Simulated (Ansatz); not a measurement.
Consider PbSe.

Input file:

```
crystal:
  lattice:
    - [0.0, 3.06065, 3.06065]
    - [3.06065, 0.0, 3.06065]
    - [3.06065, 3.06065, 0.0]
  atoms:
    - { symbol: Pb, position: [0.0, 0.0, 0.0] }
    - { symbol: Se, position: [0.5, 0.5, 0.5] }
basis:
  ecutwfc: 420
kpoints:
  mp_grid: { grid: [10, 10, 10] }
hamiltonian:
  xc: pbe
  dispersion: d3bj
scf:
  occupations: { method: gaussian, width: 0.01 }
output:
  forces: true
  stress: true
  eigenvalues: true
  write_density: true
  write_potential: true
  elf: true
  volumetric_format: npy
relax:
  adjacent_minimum: "off"
  f_tol: 0.005
  max_steps: 80
  cell: { stress_tol: 0.05 }
```

Launched as:

```sh
ansatz run input.yaml --threads 1 --pin off --max-ram 2560MiB --backend cpu --events-out ev --progress --plain --runs-dir out
```

Below, planes, directions and counts refer to the conventional cell (a = 6.13 Å, b = 6.13 Å, c = 6.13 Å, α = 90.00°, β = 90.00°, γ = 90.00°).

The fields are those of the run's last geometry, not of the input's.

Space group Fm-3m.

Theory: Ansatz 0.2.0, DFT PBE+D3(BJ), scalar-relativistic, plane waves, PAW.

Q: What will maps of the valence pseudo-density and electron localisation function show?

A: Pb–Se (3.07 Å): ρ is about 0.21 e/Å³ halfway; the ELF is about 0.30 at the midpoint.

Q: Does the calculation make it a metal, or give it a gap?

A: It is gapped, with a Kohn–Sham gap of 0.31 eV on the k-point mesh, an upper bound to the gap of this method.

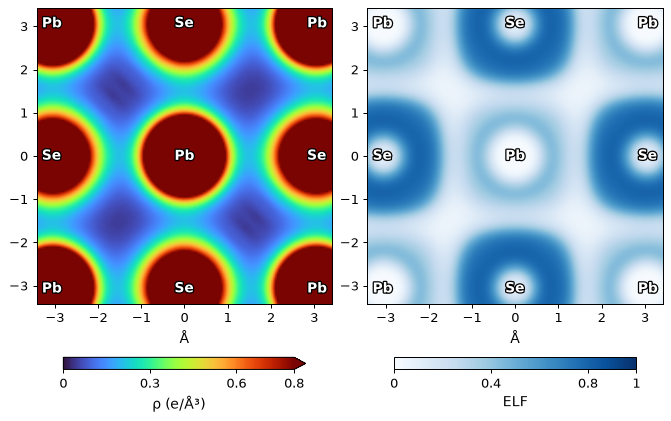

Computed valence pseudo-density and electron localisation function on the (010) plane of the conventional cell, in this order. 

Core electrons are frozen (PAW), and the valence fields are smoothed inside the atomic spheres.
